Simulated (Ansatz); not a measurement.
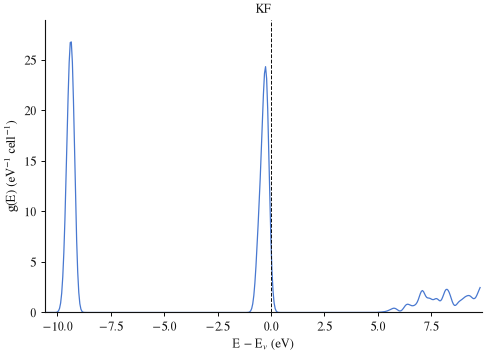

Density of states. Energies are counted from the top of the valence band. The curve is built from the levels of the k mesh with Gaussians 0.3 eV wide, which also blur the band edges.

System: KF, space group P6_3/mmc (No. 194), 4 atoms in the cell, h-MgO (five-fold) type.

Space group P6_3/mmc (No. 194). a = 4.485 Å, b = 4.485 Å, c = 5.272 Å, α = 90.00°, β = 90.00°, γ = 120.00°
```tsv
atom	site	symmetry	x	y	z
K	2c	-6m2	0.3333	0.6667	0.2500
F	2d	-6m2	0.6667	0.3333	0.2500
```

Computed with Ansatz: DFT, LDA, plane waves, PAW, no spin polarisation, 6×6×6 k mesh.

Metal or insulator, going by the density of states?

Answer. There is a gap; over the k points computed it is 5.15 eV (direct among those points).

How wide is the upper valence band?

Answer. The upper group of valence states starts about 0.7 eV under the valence-band top, with a gap beneath it; it holds about 12 electrons a cell.
